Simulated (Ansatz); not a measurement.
**NiO (Fm-3m): exchange couplings and spin waves**

How strongly are the moments of NiO (Fm-3m) coupled, and at what temperature would they order?

Method: DFT PBEsol+U (U_eff = 7.2 eV on Ni 3d), scalar-relativistic, plane waves, PAW, in Ansatz 0.2.0.

### 1 Starting point

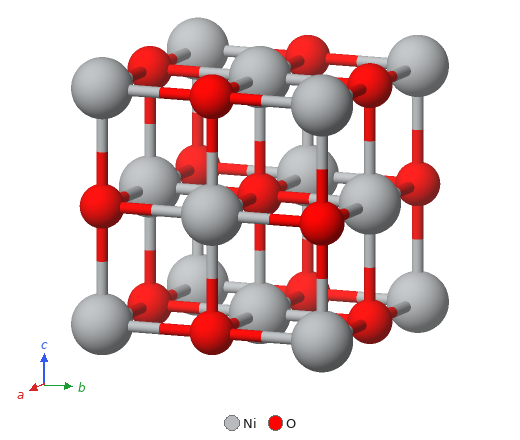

Start, viewed slightly off an axis; nickel light grey, oxygen red. Atoms on the faces are drawn again on the opposite ones. The cell drawn here is the conventional one.

Coordinates:

```cif
data_structure
_symmetry_space_group_name_H-M 'P 1'
_symmetry_Int_Tables_number 1
_cell_length_a 2.9576
_cell_length_b 2.9576
_cell_length_c 2.9576
_cell_angle_alpha 60.000
_cell_angle_beta 60.000
_cell_angle_gamma 60.000
_cell_volume 18.29
loop_
_atom_site_label
_atom_site_type_symbol
_atom_site_fract_x
_atom_site_fract_y
_atom_site_fract_z
_atom_site_occupancy
Ni1 Ni 0.00000 0.00000 0.00000 1
O1 O 0.50000 0.50000 0.50000 1
```

The cell is the deposited one, not relaxed. An earlier run on this cell at PBEsol+U (U_eff = 7.2 eV on Ni 3d) gave 3.57 GPa at 9.147 Å³/atom (10×10×10 mesh), gap on the mesh 2.23 eV, moments in the atoms' spheres Ni 1.73; O 0.19 μB. The cell is compressed at this level.

### 2 Exchange couplings, spin waves and anisotropy by the force theorem

File input.yaml:

```yaml
crystal:
  lattice:
    - [0.0, 2.0913095126, 2.0913095126]
    - [2.0913095126, 0.0, 2.0913095126]
    - [2.0913095126, 2.0913095126, 0.0]
  atoms:
    - { symbol: Ni, position: [0.0, 0.0, 0.0], spin: 1.9 }
    - { symbol: O, position: [0.5, 0.5, 0.5] }
basis:
  ecutwfc: 420
  ecutrho_ratio: 4
kpoints:
  mp_grid: { grid: [10, 10, 10] }
  band_path:
    path:
      - [[0.0, 0.0, 0.0], [0.5, 0.0, 0.5], [0.625, 0.25, 0.625]]
      - [[0.375, 0.375, 0.75], [0.0, 0.0, 0.0], [0.5, 0.5, 0.5], [0.5, 0.25, 0.75], [0.5, 0.0, 0.5]]
    npoints: 6
hamiltonian:
  xc: pbesol
  hubbard: { sites: [{ species: Ni, l: d, u_eff: 7.2 }] }
scf:
  occupations: { method: gaussian, width: 0.05 }
  lower_state_search: "off"
output:
  forces: true
  stress: true
  eigenvalues: true
  populations: true
  hubbard: { sites: [{ species: Ni, l: d }] }
  eigenstates:
    nscf_kmesh: { grid: [10, 10, 10] }
    top_band: c28
    exchange_couplings: { magnetic: [{ site: 0 }] }
    magnetocrystalline_anisotropy: {}
magnetization:
  spin_polarized: true
checkpoint:
  read: start.run
  write: ck
  compress: false
  write_wavefunctions: false
  write_every: 100000
```

It reads its starting density from start.run, saved by an earlier run on this cell.

Command:

```console
> ansatz run input.yaml --threads 4 --pin off --max-ram 9216MiB --backend cpu --events-out ev --progress --plain --runs-dir out
```

What it wrote (excerpt; [...] marks lines left out):

```text
Warning: checkpoint.read: spin seed differs: saved 3a86ac3deae6…, current 7d03c9a0476f…; the loaded state replaces the seed-built initial guess (but the starting_ns of a DFT+U solve that opens without the state's occupation matrices), so the run may converge into the producing seed's [...]
Warning: RAYON_NUM_THREADS=4 ignored (pool sized by the plan → 4); use --threads N
Ni: projections on atomic orbitals take those of the free atom [Ne] 3s2 3p6 3d8 4s2, of charge +0.00 (hamiltonian.pseudopotentials.projection_atoms); the dataset's partial waves leave at most 1.6e-6 of an orbital's norm unspanned inside its sphere
O: projections on atomic orbitals take those of the free atom [He] 2s2 2p4, of charge +0.00 (hamiltonian.pseudopotentials.projection_atoms); the dataset's partial waves leave at most 1.9e-8 of an orbital's norm unspanned inside its sphere
[...]
Pseudopotentials: kind: paw
Pseudopotential: Ni, paw, valence charge 18, recommended cutoff 420 eV (normal), Ni.paw.azcp
Pseudopotential: O, paw, valence charge 6, recommended cutoff 420 eV (normal), O.paw.azcp
Functional definition: PBEsol
[...]
Crystal: 2 atoms, lattice volume = 18.293 Å³
Basis set: ecut = 420 eV, 339 PW (Γ), exchange–correlation on 40×40×40 points (8 copies of the dense FFT grid, shifted against one another)
Bands: 17, of which v1, the nominal top of the filled ones, is band 12 counted from 1 (11 counted from 0)
Symmetry: 48 space group operations
Space group: Fm-3m (ITA 225), of the structure as read, at distance tolerance 2.6e-5 Å
Magnetic group: BNS 225.116 (UNI 1618), of the structure as read, at distance tolerance 2.6e-5 Å
k-points: 47 of 1000
[...]
WARN: output.eigenstates.magnetocrystalline_anisotropy: its error can be most of it. The directions' energies differ by 1.07e-6 eV, and taking the induced magnetisation to first order in the spin–orbit coupling leaves an estimated error of 6.87e-5 eV. Compare self-consistent runs with [...]
Exchange couplings: 0 of 2 parts done
Exchange couplings: 1 of 2 parts done
Exchange couplings: 0 of 3 parts done
Exchange couplings: 1 of 3 parts done
Exchange couplings: 2 of 3 parts done
SCF converged after 2 iterations
Magnetization: 2.0000 μB (13.0000 up, 11.0000 down)
Absolute magnetization: 2.0054 μB (∫|ρ↑−ρ↓|, with the PAW one-centre terms)
Spin contamination: 0.0016 ħ² per cell (⟨S²⟩ above its minimum at these occupations)
Per-site moments (μB) at R_I (Å): [(1.7313480385396751, 0.8626651739475), (0.19335337117709397, 0.8626651739475)]
Free energy (F): -6363.061975 eV
[...]
E sigma→0 (E₀):  -6363.061975 eV
Fermi energy:    14.566022 eV
[...]
--- Forces (eV/Å), atoms counted from 1 ---
  atom   1  Ni     0.00000000    -0.00000000     0.00000000
  atom   2  O      0.00000000    -0.00000000     0.00000000
[...]
--- Stress (GPa, compression-positive) ---
        3.573804       0.000000       0.000000
       -0.000000       3.573804      -0.000000
        0.000000      -0.000000       3.573804
  P = ⅓ Tr σ = 3.5738 GPa (35.738 kbar)
--- Band table (eV; the first three rows and the last of 94) ---
  k-point 0 ↑: bands = ["-90.7866", "-51.2864", "-51.2864", "-51.2864", "-5.6159", "6.6104", "6.6104", "7.3073", "7.3073", "7.3073", "11.7910", "11.7910", "11.7910", "15.6813", "31.6886", "32.7082", "32.7082"]
[...]
Occupation matrices written to <dir>
--- Löwdin populations: 2 sites ---
  site symbol       q [e]    m [muB]
     0     Ni     16.7834     1.7387
     1      O      7.0864     0.2560
  spilling = 0.005424 (of n_electrons = 24.000000)
--- Occupation matrices: 1 shell (run DFT+U table (all-electron-ortho-atomic); ε = 9.13e-4) ---
  Ni0 d_3D: site group Oh (m-3m)
  Ni0 d_3D up     Tr n = 4.9914  λ = 0.998 0.998 0.999 0.999 0.999  [2× z2 0.50 (Eg 1.00) Eg(1.00) | 3× xz 0.33 (T2g 1.00) T2g(1.00)]
  Ni0 d_3D dn     Tr n = 3.2435  λ = 0.126 0.126 0.997 0.997 0.997  [2× z2 0.50 (Eg 1.00) Eg(1.00) | 3× xz 0.33 (T2g 1.00) T2g(1.00)]
  Tr n, λ and their labels are of the run-group-symmetrised matrices; stabiliser: 48 of 96 elements of G0×{1,Θ} (closed), max defect 3.2e-15 at τ = 1.9e-4
```

Wall time 72 s (4 threads of Intel Xeon at 2.50GHz (Skylake/Cascade Lake), shared host); peak memory 0.85 GiB.

In short: volume 9.147 Å³/atom, pressure 3.57 GPa, gap on the mesh 2.23 eV, moments in the atoms' spheres Ni 1.73; O 0.19 μB.

The couplings, shell by shell. The energy is minus the sum of J e_i·e_j over ordered pairs of unit vectors, so each pair counts twice and positive J favours parallel moments:

```csv
atom,partner,distance (Å),neighbours,J (meV)
Ni1,Ni1,2.96,12,0.700
Ni1,Ni1,4.18,6,-8.869
Ni1,Ni1,5.12,24,0.023
Ni1,Ni1,5.92,12,-0.277
Ni1,Ni1,6.61,24,-0.036
Ni1,Ni1,7.25,8,-0.014
Ni1,Ni1,7.83,48,-0.001
Ni1,Ni1,8.37,6,0.239
Ni1,Ni1,8.87,24,-0.001
Ni1,Ni1,8.87,12,-0.006
Ni1,Ni1,9.35,24,0.006
Ni1,Ni1,9.81,24,0.000
Ni1,Ni1,10.24,24,0.000
Ni1,Ni1,10.66,48,0.000
```

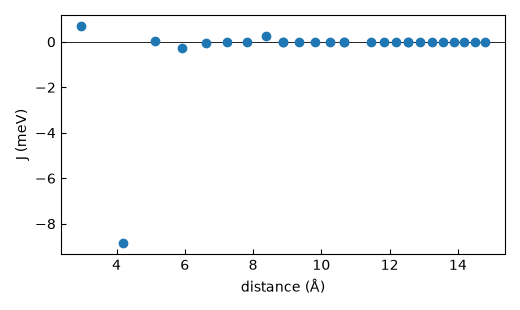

Exchange coupling against distance.

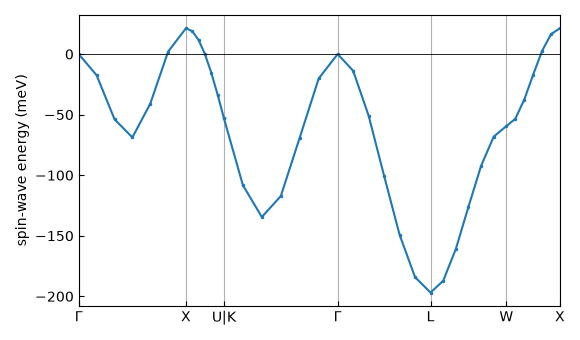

Adiabatic spin waves along the path; negative energies mark an unstable state.

Anisotropy by the force theorem, counted from the first direction:

```csv
direction,energy (meV/cell),spread over meshes (meV/cell)
"(0.00, 0.00, 1.00)",0.0000,0.000
"(0.71, 0.71, 0.00)",-0.0008,0.017
"(0.58, 0.58, 0.58)",-0.0011,0.011
```

### 3 Results

| quantity | value |
| --- | --- |
| strongest shell | Ni–Ni at 4.18 Å, J = -8.869 meV × 6 |
| highest spin wave on the path | 21.4 meV |
| mean-field ordering temperature | 397 K at q = (0.00, 0.00, -0.50) |
| anisotropy | not resolved |

The shell that weighs most is Ni–Ni at 4.18 Å and favours opposed moments. A spin-wave branch goes negative, so this collinear order is unstable against turning the moments. Mean-field theory leaves out fluctuations and tends to put the ordering too high. The program gives no random-phase temperature (state not lowest). The couplings belong to the order typed, which need not be the compound's real one. The anisotropy, 0.0011 meV per cell, is smaller than its spread over meshes, so no easy axis is named. With a Hubbard U or exact exchange the result depends on the state in which the open shell ends, and a lower one can't be excluded.
